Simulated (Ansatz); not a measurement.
**Molecular dynamics of Se (part 2 of 2)**

The same run, continued: Se (3 atoms in the cell); DFT, PBE, PAW with Ansatz's default frozen-core files, scalar-relativistic, no spin polarisation (Ansatz 0.2.0); cutoff 420 eV, 5×5×4 k-mesh, Fermi–Dirac smearing of 0.08 eV. The structure derives from an entry of the Crystallography Open Database. It belongs to a series of runs on one base structure; here: 20 steps of 2.0 fs from 300 K.

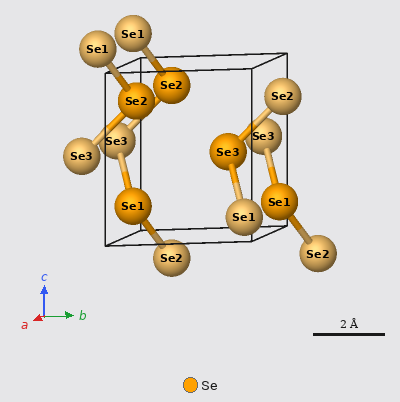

Figure 1. The geometry at step 10 of the log (ball-and-stick view of the cell of the calculation, seen slightly off an axis; neighbours outside the cell are drawn fainter; atoms are numbered from 1 in the order of the input).

File md.tsv:
```
# step	time_fs	lagrangian_ev	e_kin_ev	conserved_ev	temperature_k	n_scf	instantaneous_pressure_gpa	pulay_correction_pressure_gpa	volume_ang3	basis_selection	selection_volumetric_strain	selection_max_deviatoric_strain	pulay_correction_read	pulay_correction_kernel_widenings	a_ang	b_ang	c_ang	alpha_deg	beta_deg	gamma_deg	quantum_kinetic_energy_ev	gyration_radius_ang	target_temperature_k	e_deformation_potential
0	0.000000	-1.6407102971e4	7.7555999359e-2	-1.6407025415e4	300.0000	7	5.6912020354e0	1.0277897406e-2	nan	nan	nan	nan	nan	nan	nan	nan	nan	nan	nan	nan	nan	nan	nan	0.0000000000e0
1	2.000000	-1.6407097706e4	7.2304134490e-2	-1.6407025402e4	279.6849	6	5.7803944462e0	1.0304970875e-2	nan	nan	nan	nan	nan	nan	nan	nan	nan	nan	nan	nan	nan	nan	nan	0.0000000000e0
2	4.000000	-1.6407093300e4	6.7911610594e-2	-1.6407025389e4	262.6938	6	5.8376801024e0	1.0323603889e-2	nan	nan	nan	nan	nan	nan	nan	nan	nan	nan	nan	nan	nan	nan	nan	0.0000000000e0
3	6.000000	-1.6407089958e4	6.4580843266e-2	-1.6407025377e4	249.8099	6	5.8618630669e0	1.0332131464e-2	nan	nan	nan	nan	nan	nan	nan	nan	nan	nan	nan	nan	nan	nan	nan	0.0000000000e0
4	8.000000	-1.6407087855e4	6.2487219440e-2	-1.6407025368e4	241.7114	6	5.8520051611e0	1.0329972445e-2	nan	nan	nan	nan	nan	nan	nan	nan	nan	nan	nan	nan	nan	nan	nan	0.0000000000e0
5	10.000000	-1.6407087128e4	6.1765561599e-2	-1.6407025362e4	238.9199	2	5.8075043703e0	1.0317121974e-2	nan	nan	nan	nan	nan	nan	nan	nan	nan	nan	nan	nan	nan	nan	nan	0.0000000000e0
6	12.000000	-1.6407087858e4	6.2497901077e-2	-1.6407025360e4	241.7527	3	5.7281198485e0	1.0294316401e-2	nan	nan	nan	nan	nan	nan	nan	nan	nan	nan	nan	nan	nan	nan	nan	0.0000000000e0
7	14.000000	-1.6407090067e4	6.4703897886e-2	-1.6407025363e4	250.2859	2	5.6140637870e0	1.0262591550e-2	nan	nan	nan	nan	nan	nan	nan	nan	nan	nan	nan	nan	nan	nan	nan	0.0000000000e0
8	16.000000	-1.6407093705e4	6.8335064852e-2	-1.6407025370e4	264.3318	2	5.4659687455e0	1.0222155837e-2	nan	nan	nan	nan	nan	nan	nan	nan	nan	nan	nan	nan	nan	nan	nan	0.0000000000e0
9	18.000000	-1.6407098654e4	7.3273605291e-2	-1.6407025380e4	283.4350	2	5.2849511885e0	1.0173617038e-2	nan	nan	nan	nan	nan	nan	nan	nan	nan	nan	nan	nan	nan	nan	nan	0.0000000000e0
10	20.000000	-1.6407104731e4	7.9336224915e-2	-1.6407025395e4	306.8862	6	5.0726165386e0	1.0118140843e-2	nan	nan	nan	nan	nan	nan	nan	nan	nan	nan	nan	nan	nan	nan	nan	0.0000000000e0
11	22.000000	-1.6407111694e4	8.6282686426e-2	-1.6407025412e4	333.7563	3	4.8310501168e0	1.0054834776e-2	nan	nan	nan	nan	nan	nan	nan	nan	nan	nan	nan	nan	nan	nan	nan	0.0000000000e0
12	24.000000	-1.6407119259e4	9.3828409840e-2	-1.6407025430e4	362.9445	2	4.5627161444e0	9.9855115768e-3	nan	nan	nan	nan	nan	nan	nan	nan	nan	nan	nan	nan	nan	nan	nan	0.0000000000e0
13	26.000000	-1.6407127110e4	1.0166004195e-1	-1.6407025450e4	393.2386	2	4.2704632621e0	9.9108590757e-3	nan	nan	nan	nan	nan	nan	nan	nan	nan	nan	nan	nan	nan	nan	nan	0.0000000000e0
14	28.000000	-1.6407134921e4	1.0945248347e-1	-1.6407025469e4	423.3811	3	3.9575010202e0	9.8314891655e-3	nan	nan	nan	nan	nan	nan	nan	nan	nan	nan	nan	nan	nan	nan	nan	0.0000000000e0
15	30.000000	-1.6407142372e4	1.1688609442e-1	-1.6407025486e4	452.1356	2	3.6271576945e0	9.7479699269e-3	nan	nan	nan	nan	nan	nan	nan	nan	nan	nan	nan	nan	nan	nan	nan	0.0000000000e0
16	32.000000	-1.6407149164e4	1.2366269711e-1	-1.6407025501e4	478.3487	3	3.2829180497e0	9.6612045944e-3	nan	nan	nan	nan	nan	nan	nan	nan	nan	nan	nan	nan	nan	nan	nan	0.0000000000e0
17	34.000000	-1.6407155033e4	1.2951920150e-1	-1.6407025514e4	501.0026	2	2.9283516300e0	9.5723324514e-3	nan	nan	nan	nan	nan	nan	nan	nan	nan	nan	nan	nan	nan	nan	nan	0.0000000000e0
18	36.000000	-1.6407159760e4	1.3423809780e-1	-1.6407025522e4	519.2561	2	2.5669520619e0	9.4824200619e-3	nan	nan	nan	nan	nan	nan	nan	nan	nan	nan	nan	nan	nan	nan	nan	0.0000000000e0
19	38.000000	-1.6407163182e4	1.3765448215e-1	-1.6407025527e4	532.4713	3	2.2021423976e0	9.3926958693e-3	nan	nan	nan	nan	nan	nan	nan	nan	nan	nan	nan	nan	nan	nan	nan	0.0000000000e0
20	40.000000	-1.6407165188e4	1.3965948572e-1	-1.6407025528e4	540.2270	7	1.8371244576e0	9.3041275330e-3	nan	nan	nan	nan	nan	nan	nan	nan	nan	nan	nan	nan	nan	nan	nan	0.0000000000e0
```

Trajectory as extended XYZ (Å, eV, eV/Å), 19 of the 21 frames kept, from step=0 to step=20:
```
3
Lattice="4.3552 0.0000 0.0000 -2.1776 3.7717 0.0000 0.0000 0.0000 4.9494" Properties=species:S:1:pos:R:3:forces:R:3 step=0 time_fs=0.0 energy=-16407.10297 temperature=300.0 pressure_GPa=5.69
Se    0.9451    0.0000    0.8249    1.1464   0.0000   0.0000
Se   -0.4725    0.8185    4.1245   -0.5732   0.9928   0.0000
Se    1.7050    2.9532    2.4747   -0.5732  -0.9928   0.0000
3
Lattice="4.3552 0.0000 0.0000 -2.1776 3.7717 0.0000 0.0000 0.0000 4.9494" Properties=species:S:1:pos:R:3:forces:R:3 step=1 time_fs=2.0 energy=-16407.09771 temperature=279.7 pressure_GPa=5.78
Se    0.9464    0.0015    0.8214    1.1456  -0.0369   0.0846
Se   -0.4700    0.8142    4.1250   -0.6077   1.0624   0.0019
Se    1.7012    2.9560    2.4778   -0.5379  -1.0255  -0.0866
3
Lattice="4.3552 0.0000 0.0000 -2.1776 3.7717 0.0000 0.0000 0.0000 4.9494" Properties=species:S:1:pos:R:3:forces:R:3 step=2 time_fs=4.0 energy=-16407.09330 temperature=262.7 pressure_GPa=5.84
Se    0.9483    0.0030    0.8179    1.1353  -0.0727   0.1672
Se   -0.4678    0.8105    4.1255   -0.6365   1.1225   0.0043
Se    1.6970    2.9583    2.4808   -0.4988  -1.0498  -0.1715
3
Lattice="4.3552 0.0000 0.0000 -2.1776 3.7717 0.0000 0.0000 0.0000 4.9494" Properties=species:S:1:pos:R:3:forces:R:3 step=3 time_fs=6.0 energy=-16407.08996 temperature=249.8 pressure_GPa=5.86
Se    0.9508    0.0044    0.8145    1.1156  -0.1069   0.2461
Se   -0.4659    0.8073    4.1260   -0.6593   1.1721   0.0068
Se    1.6927    2.9600    2.4837   -0.4563  -1.0652  -0.2529
3
Lattice="4.3552 0.0000 0.0000 -2.1776 3.7717 0.0000 0.0000 0.0000 4.9494" Properties=species:S:1:pos:R:3:forces:R:3 step=4 time_fs=8.0 energy=-16407.08786 temperature=241.7 pressure_GPa=5.85
Se    0.9538    0.0058    0.8112    1.0863  -0.1387   0.3198
Se   -0.4643    0.8046    4.1265   -0.6754   1.2101   0.0094
Se    1.6881    2.9612    2.4865   -0.4109  -1.0714  -0.3292
3
Lattice="4.3552 0.0000 0.0000 -2.1776 3.7717 0.0000 0.0000 0.0000 4.9494" Properties=species:S:1:pos:R:3:forces:R:3 step=6 time_fs=12.0 energy=-16407.08786 temperature=241.8 pressure_GPa=5.73
Se    0.9614    0.0084    0.8051    0.9999  -0.1936   0.4469
Se   -0.4621    0.8012    4.1275   -0.6869   1.2487   0.0140
Se    1.6783    2.9621    2.4916   -0.3130  -1.0552  -0.4608
3
Lattice="4.3552 0.0000 0.0000 -2.1776 3.7717 0.0000 0.0000 0.0000 4.9494" Properties=species:S:1:pos:R:3:forces:R:3 step=7 time_fs=14.0 energy=-16407.09007 temperature=250.3 pressure_GPa=5.61
Se    0.9660    0.0095    0.8023    0.9433  -0.2159   0.4983
Se   -0.4615    0.8004    4.1280   -0.6820   1.2486   0.0156
Se    1.6731    2.9618    2.4939   -0.2613  -1.0327  -0.5139
3
Lattice="4.3552 0.0000 0.0000 -2.1776 3.7717 0.0000 0.0000 0.0000 4.9494" Properties=species:S:1:pos:R:3:forces:R:3 step=8 time_fs=16.0 energy=-16407.09370 temperature=264.3 pressure_GPa=5.47
Se    0.9710    0.0105    0.7998    0.8785  -0.2345   0.5409
Se   -0.4613    0.8002    4.1285   -0.6702   1.2354   0.0166
Se    1.6679    2.9610    2.4958   -0.2083  -1.0010  -0.5575
3
Lattice="4.3552 0.0000 0.0000 -2.1776 3.7717 0.0000 0.0000 0.0000 4.9494" Properties=species:S:1:pos:R:3:forces:R:3 step=9 time_fs=18.0 energy=-16407.09865 temperature=283.4 pressure_GPa=5.28
Se    0.9764    0.0115    0.7976    0.8062  -0.2492   0.5744
Se   -0.4613    0.8006    4.1290   -0.6518   1.2096   0.0168
Se    1.6625    2.9596    2.4975   -0.1544  -0.9604  -0.5912
3
Lattice="4.3552 0.0000 0.0000 -2.1776 3.7717 0.0000 0.0000 0.0000 4.9494" Properties=species:S:1:pos:R:3:forces:R:3 step=10 time_fs=20.0 energy=-16407.10473 temperature=306.9 pressure_GPa=5.07
Se    0.9822    0.0123    0.7957    0.7271  -0.2601   0.5989
Se   -0.4617    0.8016    4.1296   -0.6271   1.1716   0.0161
Se    1.6571    2.9579    2.4989   -0.1000  -0.9115  -0.6150
3
Lattice="4.3552 0.0000 0.0000 -2.1776 3.7717 0.0000 0.0000 0.0000 4.9494" Properties=species:S:1:pos:R:3:forces:R:3 step=11 time_fs=22.0 energy=-16407.11169 temperature=333.8 pressure_GPa=4.83
Se    0.9884    0.0129    0.7940    0.6422  -0.2673   0.6145
Se   -0.4624    0.8031    4.1301   -0.5968   1.1224   0.0144
Se    1.6516    2.9556    2.5001   -0.0454  -0.8551  -0.6289
3
Lattice="4.3552 0.0000 0.0000 -2.1776 3.7717 0.0000 0.0000 0.0000 4.9494" Properties=species:S:1:pos:R:3:forces:R:3 step=12 time_fs=24.0 energy=-16407.11926 temperature=362.9 pressure_GPa=4.56
Se    0.9949    0.0135    0.7927    0.5526  -0.2708   0.6217
Se   -0.4634    0.8053    4.1306   -0.5615   1.0629   0.0118
Se    1.6461    2.9530    2.5009    0.0090  -0.7921  -0.6335
3
Lattice="4.3552 0.0000 0.0000 -2.1776 3.7717 0.0000 0.0000 0.0000 4.9494" Properties=species:S:1:pos:R:3:forces:R:3 step=13 time_fs=26.0 energy=-16407.12711 temperature=393.2 pressure_GPa=4.27
Se    1.0017    0.0139    0.7916    0.4593  -0.2710   0.6211
Se   -0.4647    0.8079    4.1312   -0.5220   0.9945   0.0082
Se    1.6406    2.9499    2.5014    0.0628  -0.7235  -0.6292
3
Lattice="4.3552 0.0000 0.0000 -2.1776 3.7717 0.0000 0.0000 0.0000 4.9494" Properties=species:S:1:pos:R:3:forces:R:3 step=14 time_fs=28.0 energy=-16407.13492 temperature=423.4 pressure_GPa=3.96
Se    1.0087    0.0142    0.7909    0.3634  -0.2681   0.6134
Se   -0.4662    0.8110    4.1318   -0.4790   0.9185   0.0036
Se    1.6351    2.9465    2.5015    0.1156  -0.6504  -0.6171
3
Lattice="4.3552 0.0000 0.0000 -2.1776 3.7717 0.0000 0.0000 0.0000 4.9494" Properties=species:S:1:pos:R:3:forces:R:3 step=16 time_fs=32.0 energy=-16407.14916 temperature=478.3 pressure_GPa=3.28
Se    1.0231    0.0143    0.7903    0.1690  -0.2542   0.5803
Se   -0.4699    0.8185    4.1329   -0.3860   0.7495  -0.0078
Se    1.6244    2.9388    2.5010    0.2170  -0.4952  -0.5724
3
Lattice="4.3552 0.0000 0.0000 -2.1776 3.7717 0.0000 0.0000 0.0000 4.9494" Properties=species:S:1:pos:R:3:forces:R:3 step=17 time_fs=34.0 energy=-16407.15503 temperature=501.0 pressure_GPa=2.93
Se    1.0305    0.0142    0.7904    0.0725  -0.2440   0.5566
Se   -0.4720    0.8229    4.1334   -0.3374   0.6594  -0.0145
Se    1.6191    2.9346    2.5003    0.2649  -0.4153  -0.5420
3
Lattice="4.3552 0.0000 0.0000 -2.1776 3.7717 0.0000 0.0000 0.0000 4.9494" Properties=species:S:1:pos:R:3:forces:R:3 step=18 time_fs=36.0 energy=-16407.15976 temperature=519.3 pressure_GPa=2.57
Se    1.0379    0.0140    0.7908   -0.0221  -0.2321   0.5292
Se   -0.4744    0.8276    4.1340   -0.2886   0.5674  -0.0217
Se    1.6140    2.9301    2.4994    0.3107  -0.3353  -0.5075
3
Lattice="4.3552 0.0000 0.0000 -2.1776 3.7717 0.0000 0.0000 0.0000 4.9494" Properties=species:S:1:pos:R:3:forces:R:3 step=19 time_fs=38.0 energy=-16407.16318 temperature=532.5 pressure_GPa=2.20
Se    1.0453    0.0137    0.7915   -0.1139  -0.2188   0.4990
Se   -0.4768    0.8325    4.1345   -0.2401   0.4750  -0.0292
Se    1.6091    2.9255    2.4982    0.3539  -0.2561  -0.4698
3
Lattice="4.3552 0.0000 0.0000 -2.1776 3.7717 0.0000 0.0000 0.0000 4.9494" Properties=species:S:1:pos:R:3:forces:R:3 step=20 time_fs=40.0 energy=-16407.16519 temperature=540.2 pressure_GPa=1.84
Se    1.0527    0.0132    0.7924   -0.2021  -0.2045   0.4667
Se   -0.4794    0.8377    4.1350   -0.1925   0.3831  -0.0368
Se    1.6043    2.9208    2.4968    0.3946  -0.1786  -0.4299
```

This output came from the following input.

Input file:
```yaml
crystal:
  lattice:
    - [4.35517, 0.0, 0.0]
    - [-2.177585, 3.7716878578, 0.0]
    - [0.0, 0.0, 4.94945]
  atoms:
    - { symbol: Se, position: [0.217, 0.0, 0.1666666667] }
    - { symbol: Se, position: [0.0, 0.217, 0.8333333333] }
    - { symbol: Se, position: [0.783, 0.783, 0.5] }
kpoints:
  mp_grid: { grid: [5, 5, 4] }
scf:
  occupations: { method: fermi_dirac, width: 0.08 }
hamiltonian:
  xc: pbe
  pseudopotentials: { kind: paw }
output:
  forces: true
  stress: true
md:
  timestep: 2.0
  n_steps: 20
  ensemble: nve
  temperature: 300
  initial_velocities: maxwell_boltzmann
  seed: 996272
```

Command:
```bash
ansatz run input.yaml --threads 2 --pin off --max-ram 6144MiB --backend cpu --events-out ev --progress --plain --runs-dir out
```

Key numbers:

- outcome: finished
- mean temperature over the second half: 440 K
- trajectory: 20 steps, 40 fs
- ensemble: nve
- temperature in the input: 300 K
- time step: 2.0 fs
- space group of the start (tolerance 0.01 Å): P3₂21 (154)
- electrons treated: 48
- potential energy (free energy of the electrons) (last step): −16407.1652 eV
- Fermi energy (last step): 7.359 eV
- pressure (without the kinetic term) (last step): 1.56 GPa
- largest force (length of the vector) (last step): 0.610 eV/Å
- hardware: 2 threads of Arm Neoverse V1, 24 GiB of memory available, shared host
- wall time: 78 s (CPU time 2.5 min)
- peak memory: 0.42 GiB

Remarks:

Warnings of the run: the SCF threshold is looser than advised for the printed stress. So short a trajectory is not equilibrated.
